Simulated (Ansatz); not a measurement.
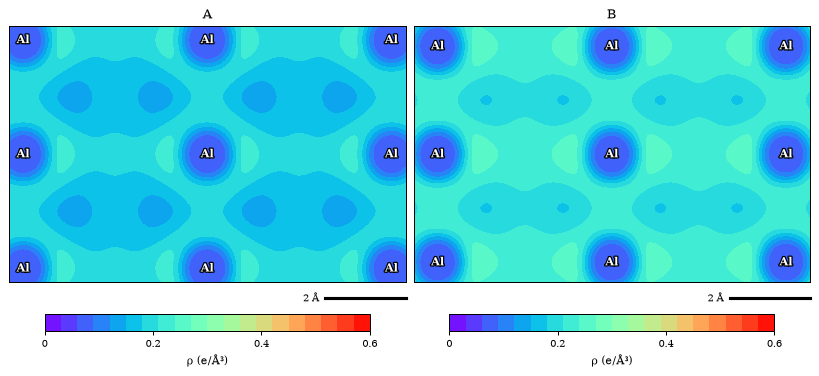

Al. The valence electron density of two cells that differ in size, on the (100) plane of each (indices in the axes of the calculation cell), at one length scale and on one colour scale; one has 14.5 and the other 17.2 Å³ an atom.

The calculation used DFT, r2SCAN, plane waves (500 eV) with PAW, scalar-relativistic (Ansatz).

The larger cell:

```
Al
1.0
     4.57640    0.00000    0.00000
    -2.28820    3.96328    0.00000
     0.00000    0.00000    2.83821
Al
3
Direct
  0.00000 0.00000 0.00000
  0.33333 0.66667 0.50000
  0.66667 0.33333 0.50000
```

The smaller cell: a = 4.329 Å, b = 4.329 Å, c = 2.684 Å, α = 90.00°, β = 90.00°, γ = 120.00°.

Question: Which is the denser cell? Describe the effect of the change.

Answer: Panel B is the smaller cell, by 15 % in volume. From the larger cell to the smaller, Al–Al goes from 2.84 to 2.68 Å, and the density at its midpoint from 0.19 to 0.23 e/Å³; the pressure goes from −3.0 to 14 GPa.
